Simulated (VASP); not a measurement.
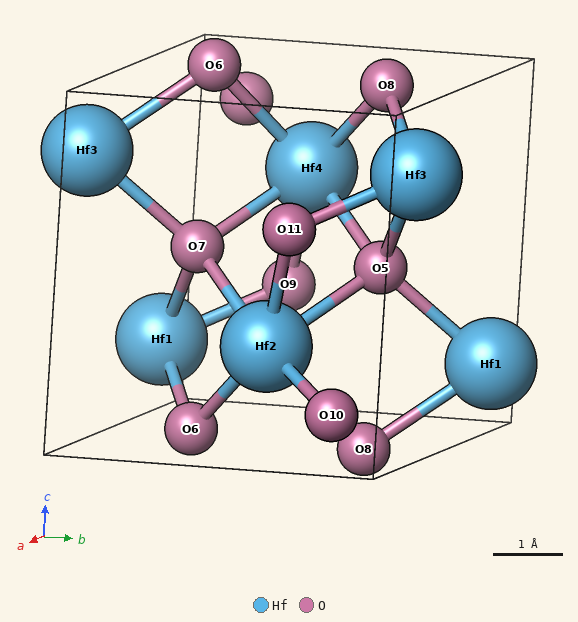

Figure 1. The structure as given in the input (ball-and-stick view of the cell of the calculation, seen slightly off an axis; atoms are numbered from 1 in the order of the input). Near neighbours in the crystal (not all of them lie inside the picture): Hf has 7 O at 2.03 to 2.25 Å; O has 4 Hf at 2.14 to 2.25 Å; O has 3 Hf at 2.03 to 2.12 Å.

## Geometry relaxation, with input and output: HfO2 (part 1 of 4)

- system: HfO2 (12 atoms in the cell)
- method: Kohn-Sham DFT of a periodic cell, PBE, VASP PAW PBE potentials, recommended, no spin polarisation (VASP 6.6.1)

The structure derives from an entry of the Crystallography Open Database.

OSZICAR
```
N       E                     dE             d eps       ncg     rms          rms(c)
DAV:   1     0.640334987467E+03    0.64033E+03   -0.55224E+04  3120   0.189E+03
DAV:   2    -0.104798697881E+03   -0.74513E+03   -0.72871E+03  4008   0.456E+02
DAV:   3    -0.143238372518E+03   -0.38440E+02   -0.38329E+02  3572   0.947E+01
DAV:   4    -0.143805958163E+03   -0.56759E+00   -0.56656E+00  3824   0.125E+01
DAV:   5    -0.143815719544E+03   -0.97614E-02   -0.97524E-02  3736   0.152E+00    0.108E+02
DAV:   6    -0.122307926465E+03    0.21508E+02   -0.12139E+02  3468   0.453E+01    0.918E+01
DAV:   7    -0.122095414796E+03    0.21251E+00   -0.59509E+00  3832   0.124E+01    0.546E+01
DAV:   8    -0.122085876553E+03    0.95382E-02   -0.55802E-01  3524   0.441E+00    0.104E+01
DAV:   9    -0.122051132876E+03    0.34744E-01   -0.17653E-01  3792   0.225E+00    0.346E+00
DAV:  10    -0.122050375547E+03    0.75733E-03   -0.19706E-02  3624   0.687E-01    0.294E-01
DAV:  11    -0.122050322402E+03    0.53145E-04   -0.17097E-03  3800   0.246E-01    0.197E-01
DAV:  12    -0.122050603388E+03   -0.28099E-03   -0.70266E-04  3764   0.126E-01    0.211E-01
DAV:  13    -0.122050575034E+03    0.28354E-04   -0.29589E-04  3712   0.691E-02    0.711E-02
DAV:  14    -0.122050582389E+03   -0.73548E-05   -0.32844E-05  3696   0.280E-02    0.568E-02
DAV:  15    -0.122050583186E+03   -0.79710E-06   -0.33520E-06  3264   0.838E-03
   1 F= -.12205058E+03 E0= -.12205058E+03  d E =-.122051E+03
       N       E                     dE             d eps       ncg     rms          rms(c)
DAV:   1    -0.122289624722E+03   -0.23904E+00   -0.20230E+01  3120   0.239E+01    0.110E+01
DAV:   2    -0.122092987475E+03    0.19664E+00   -0.12362E+00  3392   0.517E+00    0.287E+00
DAV:   3    -0.122055966785E+03    0.37021E-01   -0.42025E-02  3736   0.119E+00    0.147E+00
DAV:   4    -0.122047143613E+03    0.88232E-02   -0.31963E-02  3416   0.888E-01    0.112E+00
DAV:   5    -0.122047187504E+03   -0.43891E-04   -0.24185E-03  3836   0.243E-01    0.102E+00
DAV:   6    -0.122047186339E+03    0.11643E-05   -0.11543E-03  3644   0.147E-01    0.153E-01
DAV:   7    -0.122047065381E+03    0.12096E-03   -0.49969E-04  3544   0.129E-01    0.222E-01
DAV:   8    -0.122047067289E+03   -0.19089E-05   -0.83983E-05  3912   0.406E-02    0.133E-01
DAV:   9    -0.122047066063E+03    0.12262E-05   -0.67415E-06  3124   0.132E-02    0.790E-02
DAV:  10    -0.122047064720E+03    0.13429E-05   -0.41570E-06  2848   0.106E-02    0.763E-03
DAV:  11    -0.122047065353E+03   -0.63233E-06   -0.33182E-06  2652   0.753E-03
   2 F= -.12204707E+03 E0= -.12204707E+03  d E =0.351783E-02
       N       E                     dE             d eps       ncg     rms          rms(c)
DAV:   1    -0.122141983046E+03   -0.94918E-01   -0.55104E+00  3120   0.125E+01    0.558E+00
DAV:   2    -0.122088025307E+03    0.53958E-01   -0.35198E-01  3400   0.274E+00    0.147E+00
DAV:   3    -0.122077860598E+03    0.10165E-01   -0.12523E-02  3688   0.661E-01    0.773E-01
DAV:   4    -0.122075491657E+03    0.23689E-02   -0.87829E-03  3404   0.472E-01    0.604E-01
DAV:   5    -0.122075516307E+03   -0.24650E-04   -0.69599E-04  3832   0.133E-01    0.553E-01
DAV:   6    -0.122075552298E+03   -0.35991E-04   -0.37302E-04  3640   0.850E-02    0.880E-02
DAV:   7    -0.122075521390E+03    0.30908E-04   -0.16809E-04  3600   0.766E-02    0.121E-01
DAV:   8    -0.122075519936E+03    0.14539E-05   -0.30145E-05  3880   0.242E-02    0.734E-02
DAV:   9    -0.122075519311E+03    0.62451E-06   -0.14058E-06  1980   0.657E-03
   3 F= -.12207552E+03 E0= -.12207552E+03  d E =-.249361E-01
       N       E                     dE             d eps       ncg     rms          rms(c)
DAV:   1    -0.122082368869E+03   -0.68489E-02   -0.42626E+00  3120   0.107E+01    0.209E+00
DAV:   2    -0.122086541748E+03   -0.41729E-02   -0.11632E-01  3752   0.169E+00    0.101E+00
DAV:   3    -0.122084624151E+03    0.19176E-02   -0.45143E-03  4008   0.414E-01    0.471E-01
DAV:   4    -0.122084289280E+03    0.33487E-03   -0.15366E-03  3796   0.219E-01    0.143E-01
DAV:   5    -0.122084311057E+03   -0.21776E-04   -0.26933E-04  3960   0.820E-02    0.100E-01
DAV:   6    -0.122084308257E+03    0.27997E-05   -0.29556E-05  3880   0.330E-02    0.519E-02
DAV:   7    -0.122084307147E+03    0.11107E-05   -0.15617E-05  3716   0.235E-02    0.666E-03
DAV:   8    -0.122084307493E+03   -0.34619E-06   -0.37286E-06  2812   0.917E-03
   4 F= -.12208431E+03 E0= -.12208431E+03  d E =-.878818E-02
       N       E                     dE             d eps       ncg     rms          rms(c)
DAV:   1    -0.122084314995E+03   -0.78484E-05   -0.52839E-03  3152   0.378E-01    0.754E-02
DAV:   2    -0.122084320257E+03   -0.52617E-05   -0.13956E-04  3764   0.587E-02    0.362E-02
DAV:   3    -0.122084317962E+03    0.22946E-05   -0.52689E-06  3216   0.142E-02    0.164E-02
DAV:   4    -0.122084317735E+03    0.22735E-06   -0.17260E-06  2004   0.792E-03
   5 F= -.12208432E+03 E0= -.12208432E+03  d E =-.879842E-02
       N       E                     dE             d eps       ncg     rms          rms(c)
DAV:   1    -0.122085214796E+03   -0.89683E-03   -0.72312E-01  3120   0.445E+00    0.672E-01
DAV:   2    -0.122086946766E+03   -0.17320E-02   -0.23955E-02  3576   0.746E-01    0.262E-01
DAV:   3    -0.122086814825E+03    0.13194E-03   -0.42618E-04  3960   0.114E-01    0.170E-01
DAV:   4    -0.122086752456E+03    0.62370E-04   -0.11522E-04  3812   0.621E-02    0.388E-02
DAV:   5    -0.122086753670E+03   -0.12145E-05   -0.24496E-05  4112   0.270E-02    0.151E-02
DAV:   6    -0.122086753540E+03    0.13011E-06   -0.15103E-06  2148   0.727E-03
   6 F= -.12208675E+03 E0= -.12208675E+03  d E =-.243581E-02
       N       E                     dE             d eps       ncg     rms          rms(c)
DAV:   1    -0.122086480527E+03    0.27314E-03   -0.44521E-01  3120   0.349E+00    0.528E-01
DAV:   2    -0.122087544794E+03   -0.10643E-02   -0.14740E-02  3572   0.585E-01    0.206E-01
DAV:   3    -0.122087463936E+03    0.80858E-04   -0.26834E-04  3968   0.898E-02    0.134E-01
DAV:   4    -0.122087425825E+03    0.38111E-04   -0.71383E-05  3804   0.488E-02    0.307E-02
DAV:   5    -0.122087426493E+03   -0.66757E-06   -0.15329E-05  4128   0.215E-02    0.119E-02
DAV:   6    -0.122087426430E+03    0.62719E-07   -0.97965E-07  1968   0.577E-03
   7 F= -.12208743E+03 E0= -.12208743E+03  d E =-.310870E-02
       N       E                     dE             d eps       ncg     rms          rms(c)
DAV:   1    -0.122088188403E+03   -0.76191E-03   -0.23972E-01  3120   0.262E+00    0.501E-01
DAV:   2    -0.122088145472E+03    0.42931E-04   -0.99552E-03  3672   0.496E-01    0.216E-01
DAV:   3    -0.122087864859E+03    0.28061E-03   -0.46058E-04  4052   0.135E-01    0.121E-01
DAV:   4    -0.122087794083E+03    0.70776E-04   -0.13609E-04  3768   0.662E-02    0.494E-02
DAV:   5    -0.122087788258E+03    0.58245E-05   -0.40254E-05  4228   0.346E-02    0.272E-02
DAV:   6    -0.122087787526E+03    0.73216E-06   -0.57490E-06  3228   0.141E-02
   8 F= -.12208779E+03 E0= -.12208779E+03  d E =-.361096E-03
       N       E                     dE             d eps       ncg     rms          rms(c)
DAV:   1    -0.122087844608E+03   -0.56350E-04   -0.12414E-02  3120   0.595E-01    0.115E-01
DAV:   2    -0.122087841675E+03    0.29327E-05   -0.50890E-04  3632   0.112E-01    0.492E-02
DAV:   3    -0.122087827073E+03    0.14602E-04   -0.23005E-05  4024   0.301E-02    0.272E-02
DAV:   4    -0.122087823554E+03    0.35193E-05   -0.67414E-06  3576   0.148E-02    0.110E-02
DAV:   5    -0.122087823457E+03    0.96359E-07   -0.16604E-06  1972   0.793E-03
   9 F= -.12208782E+03 E0= -.12208782E+03  d E =-.397027E-03
       N       E                     dE             d eps       ncg     rms          rms(c)
DAV:   1    -0.122088061915E+03   -0.23836E-03   -0.72975E-02  3120   0.140E+00    0.258E-01
DAV:   2    -0.122088017436E+03    0.44479E-04   -0.18294E-03  3700   0.212E-01    0.128E-01
DAV:   3    -0.122087948885E+03    0.68551E-04   -0.85279E-05  3832   0.554E-02    0.568E-02
DAV:   4    -0.122087935529E+03    0.13356E-04   -0.41416E-05  3840   0.360E-02    0.220E-02
DAV:   5    -0.122087935186E+03    0.34327E-06   -0.61646E-06  3528   0.128E-02
  10 F= -.12208794E+03 E0= -.12208794E+03  d E =-.111729E-03
       N       E                     dE             d eps       ncg     rms          rms(c)
DAV:   1    -0.122087935029E+03    0.50032E-06   -0.74955E-05  3300   0.451E-02    0.966E-03
DAV:   2    -0.122087934894E+03    0.13508E-06   -0.20446E-06  2188   0.747E-03
  11 F= -.12208793E+03 E0= -.12208793E+03  d E =-.111436E-03
       N       E                     dE             d eps       ncg     rms          rms(c)
DAV:   1    -0.122088016901E+03   -0.81872E-04   -0.49815E-02  3120   0.111E+00    0.200E-01
DAV:   2    -0.122088036085E+03   -0.19184E-04   -0.11322E-03  3604   0.161E-01    0.690E-02
DAV:   3    -0.122088020100E+03    0.15984E-04   -0.30758E-05  3916   0.296E-02    0.338E-02
DAV:   4    -0.122088017506E+03    0.25940E-05   -0.15376E-05  3688   0.210E-02    0.198E-02
DAV:   5    -0.122088017881E+03   -0.37503E-06   -0.14655E-06  2044   0.651E-03
  12 F= -.12208802E+03 E0= -.12208802E+03  d E =-.829875E-04
       N       E                     dE             d eps       ncg     rms          rms(c)
DAV:   1    -0.122088023442E+03   -0.59352E-05   -0.28456E-03  3128   0.266E-01    0.449E-02
DAV:   2    -0.122088025439E+03   -0.19974E-05   -0.64374E-05  3660   0.387E-02    0.153E-02
DAV:   3    -0.122088024594E+03    0.84502E-06   -0.13861E-06  2336   0.678E-03
  13 F= -.12208802E+03 E0= -.12208802E+03  d E =-.897001E-04
       N       E                     dE             d eps       ncg     rms          rms(c)
DAV:   1    -0.122088106560E+03   -0.81121E-04   -0.35802E-02  3120   0.936E-01    0.127E-01
DAV:   2    -0.122088121613E+03   -0.15053E-04   -0.80569E-04  3504   0.136E-01    0.473E-02
DAV:   3    -0.122088109559E+03    0.12054E-04   -0.22564E-05  3932   0.252E-02    0.240E-02
DAV:   4    -0.122088105704E+03    0.38550E-05   -0.13167E-05  3528   0.198E-02    0.148E-02
DAV:   5    -0.122088105458E+03    0.24655E-06   -0.14477E-06  2080   0.675E-03
  14 F= -.12208811E+03 E0= -.12208811E+03  d E =-.808639E-04
       N       E                     dE             d eps       ncg     rms          rms(c)
DAV:   1    -0.122088156871E+03   -0.51167E-04   -0.12598E-01  3120   0.176E+00    0.241E-01
DAV:   2    -0.122088213418E+03   -0.56547E-04   -0.28343E-03  3488   0.255E-01    0.878E-02
DAV:   3    -0.122088170343E+03    0.43075E-04   -0.81742E-05  3948   0.479E-02    0.440E-02
DAV:   4    -0.122088157717E+03    0.12626E-04   -0.44753E-05  3544   0.365E-02    0.280E-02
DAV:   5    -0.122088157351E+03    0.36603E-06   -0.54238E-06  3756   0.122E-02
  15 F= -.12208816E+03 E0= -.12208816E+03  d E =-.132757E-03
       N       E                     dE             d eps       ncg     rms          rms(c)
DAV:   1    -0.122088155494E+03    0.22229E-05   -0.26391E-02  3120   0.772E-01    0.288E-02
DAV:   2    -0.122088198866E+03   -0.43372E-04   -0.46936E-04  3360   0.102E-01    0.193E-02
DAV:   3    -0.122088196976E+03    0.18900E-05   -0.12559E-05  3600   0.145E-02    0.120E-02
DAV:   4    -0.122088195816E+03    0.11598E-05   -0.46765E-06  3024   0.121E-02    0.202E-03
DAV:   5    -0.122088195889E+03   -0.73227E-07   -0.87277E-07  1920   0.478E-03
  16 F= -.12208820E+03 E0= -.12208820E+03  d E =-.385384E-04
       N       E                     dE             d eps       ncg     rms          rms(c)
DAV:   1    -0.122087921265E+03    0.27455E-03   -0.23746E-01  3120   0.232E+00    0.880E-02
DAV:   2    -0.122088308025E+03   -0.38676E-03   -0.41954E-03  3352   0.305E-01    0.582E-02
DAV:   3    -0.122088290451E+03    0.17573E-04   -0.11425E-04  4056   0.438E-02    0.357E-02
DAV:   4    -0.122088280138E+03    0.10314E-04   -0.41544E-05  3392   0.354E-02    0.609E-03
DAV:   5    -0.122088280830E+03   -0.69202E-06   -0.79383E-06  3172   0.138E-02
  17 F= -.12208828E+03 E0= -.12208828E+03  d E =-.123479E-03
       N       E                     dE             d eps       ncg     rms          rms(c)
DAV:   1    -0.122086852531E+03    0.14276E-02   -0.94959E-01  3120   0.463E+00    0.175E-01
DAV:   2    -0.122088401574E+03   -0.15490E-02   -0.16811E-02  3356   0.611E-01    0.115E-01
DAV:   3    -0.122088331661E+03    0.69913E-04   -0.45620E-04  4048   0.877E-02    0.714E-02
DAV:   4    -0.122088289563E+03    0.42097E-04   -0.16931E-04  3632   0.716E-02    0.124E-02
DAV:   5    -0.122088292251E+03   -0.26879E-05   -0.32436E-05  3436   0.279E-02    0.958E-03
DAV:   6    -0.122088292298E+03   -0.46979E-07   -0.18970E-06  2536   0.666E-03
  18 F= -.12208829E+03 E0= -.12208829E+03  d E =-.134947E-03
       N       E                     dE             d eps       ncg     rms          rms(c)
DAV:   1    -0.122088010818E+03    0.28143E-03   -0.20277E-01  3120   0.214E+00    0.801E-02
DAV:   2    -0.122088337083E+03   -0.32627E-03   -0.35496E-03  3348   0.281E-01    0.536E-02
DAV:   3    -0.122088321704E+03    0.15379E-04   -0.97761E-05  4056   0.403E-02    0.325E-02
DAV:   4    -0.122088311967E+03    0.97370E-05   -0.34437E-05  3388   0.323E-02    0.554E-03
DAV:   5    -0.122088312580E+03   -0.61346E-06   -0.66694E-06  3176   0.125E-02
  19 F= -.12208831E+03 E0= -.12208831E+03  d E =-.155230E-03
       N       E                     dE             d eps       ncg     rms          rms(c)
DAV:   1    -0.122088321421E+03   -0.94543E-05   -0.63793E-02  3120   0.119E+00    0.893E-02
DAV:   2    -0.122088411538E+03   -0.90117E-04   -0.11458E-03  3372   0.159E-01    0.401E-02
DAV:   3    -0.122088403205E+03    0.83328E-05   -0.33905E-05  3924   0.263E-02    0.213E-02
DAV:   4    -0.122088400325E+03    0.28809E-05   -0.12394E-05  3432   0.190E-02    0.765E-03
DAV:   5    -0.122088400269E+03    0.55673E-07   -0.18951E-06  2272   0.744E-03
  20 F= -.12208840E+03 E0= -.12208840E+03  d E =-.876885E-04
       N       E                     dE             d eps       ncg     rms          rms(c)
DAV:   1    -0.122088031565E+03    0.36876E-03   -0.35501E-01  3120   0.281E+00    0.213E-01
DAV:   2    -0.122088542141E+03   -0.51058E-03   -0.64084E-03  3372   0.376E-01    0.941E-02
DAV:   3    -0.122088498600E+03    0.43542E-04   -0.18514E-04  3936   0.611E-02    0.500E-02
DAV:   4    -0.122088484325E+03    0.14275E-04   -0.66038E-05  3688   0.437E-02    0.182E-02
DAV:   5    -0.122088484547E+03   -0.22175E-06   -0.10342E-05  3512   0.166E-02    0.147E-02
DAV:   6    -0.122088484204E+03    0.34307E-06   -0.48295E-07  1944   0.382E-03
  21 F= -.12208848E+03 E0= -.12208848E+03  d E =-.171623E-03
       N       E                     dE             d eps       ncg     rms          rms(c)
DAV:   1    -0.122088432333E+03    0.52214E-04   -0.96136E-02  3120   0.146E+00    0.116E-01
DAV:   2    -0.122088577156E+03   -0.14482E-03   -0.16927E-03  3368   0.192E-01    0.546E-02
DAV:   3    -0.122088566071E+03    0.11085E-04   -0.52827E-05  3968   0.333E-02    0.289E-02
DAV:   4    -0.122088563489E+03    0.25814E-05   -0.13168E-05  3552   0.192E-02    0.871E-03
DAV:   5    -0.122088563961E+03   -0.47184E-06   -0.20189E-06  2332   0.730E-03
  22 F= -.12208856E+03 E0= -.12208856E+03  d E =-.797578E-04
       N       E                     dE             d eps       ncg     rms          rms(c)
DAV:   1    -0.122088494897E+03    0.68593E-04   -0.68795E-02  3120   0.123E+00    0.975E-02
DAV:   2    -0.122088599356E+03   -0.10446E-03   -0.12110E-03  3376   0.163E-01    0.459E-02
DAV:   3    -0.122088591977E+03    0.73789E-05   -0.36975E-05  3944   0.276E-02    0.246E-02
DAV:   4    -0.122088590268E+03    0.17089E-05   -0.92009E-06  3520   0.161E-02    0.723E-03
DAV:   5    -0.122088590626E+03   -0.35767E-06   -0.13765E-06  2048   0.616E-03
  23 F= -.12208859E+03 E0= -.12208859E+03  d E =-.106422E-03
       N       E                     dE             d eps       ncg     rms          rms(c)
DAV:   1    -0.122088622121E+03   -0.31853E-04   -0.55889E-02  3120   0.115E+00    0.114E-01
DAV:   2    -0.122088675358E+03   -0.53237E-04   -0.10401E-03  3452   0.154E-01    0.489E-02
DAV:   3    -0.122088663067E+03    0.12291E-04   -0.30521E-05  3976   0.273E-02    0.256E-02
DAV:   4    -0.122088659677E+03    0.33895E-05   -0.11405E-05  3720   0.185E-02    0.128E-02
DAV:   5    -0.122088659501E+03    0.17612E-06   -0.12712E-06  2040   0.597E-03
  24 F= -.12208866E+03 E0= -.12208866E+03  d E =-.688750E-04
```

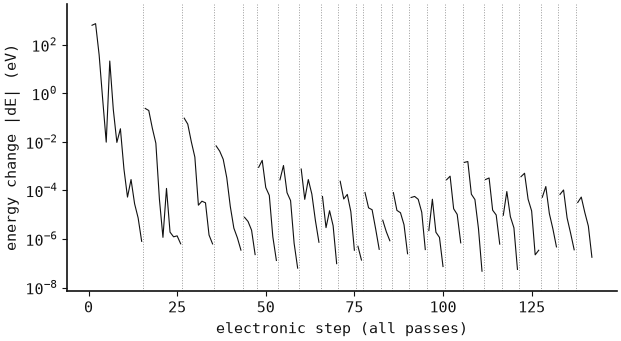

Figure 2. Convergence of the self-consistent field: energy change |dE| against the electronic step. Each stretch between dotted lines is the SCF of one geometry step of a relaxation. The 24 ionic steps take 2 to 15 electronic steps each. The density is held fixed in the first few steps, and dE rises again when its update begins.

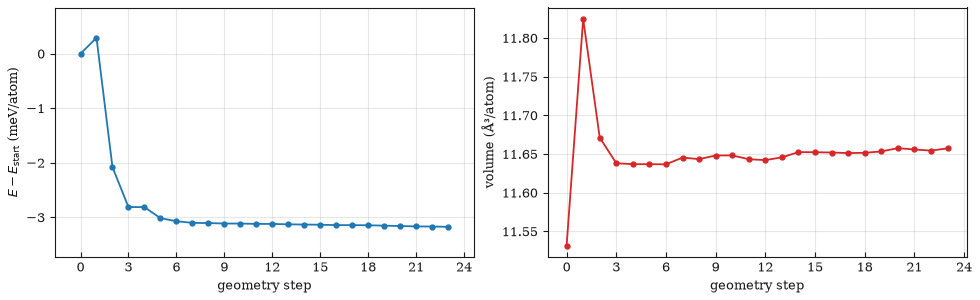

Figure 3. Progress of the relaxation, step by step (steps are counted from 0).
